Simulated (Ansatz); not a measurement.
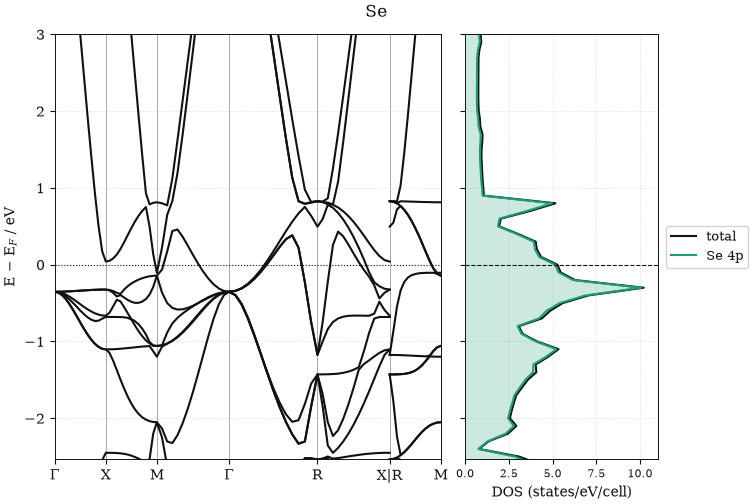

Band structure and density of states. Energies are counted from the Fermi level. The partial curves are projected on Löwdin-orthogonalised atomic shells.

System: Se, space group Pm-3m, 4 atoms in the cell.

Space group Pm-3m (No. 221). a = 5.137 Å, b = 5.137 Å, c = 5.137 Å, α = 90.00°, β = 90.00°, γ = 90.00°
```tsv
atom	site	symmetry	x	y	z
Se	3c	4/mm.m	0.0000	0.5000	0.5000
Se	1b	m-3m	0.5000	0.5000	0.5000
```

Level of theory: DFT PBE, scalar-relativistic, plane waves, PAW, no spin polarisation, 10×10×10 k mesh, 420 eV cutoff, Gaussian smearing of 0.1 eV; code Ansatz 0.2.0.

Metal, semiconductor or insulator?

A metal: 4 bands cross the Fermi level along this path.

What is the density of states at the Fermi level?

The density of states at the Fermi level isn't well fixed here: it changes fast, and within 0.3 eV it runs from 4 to 10 per eV and cell.

What carries the states at the Fermi level?

By projected weight, the states within 0.3 eV of the Fermi level are Se 4p almost alone.

Where is the tallest peak in the window, and which states make it?

The tallest peak in the window is at −0.3 eV; by projected weight it is Se 4p almost alone.

The structure is an invented one, so it need not be a known or stable phase. The run has no spin polarisation, and a density of states this high at the Fermi level may favour a magnetic state.
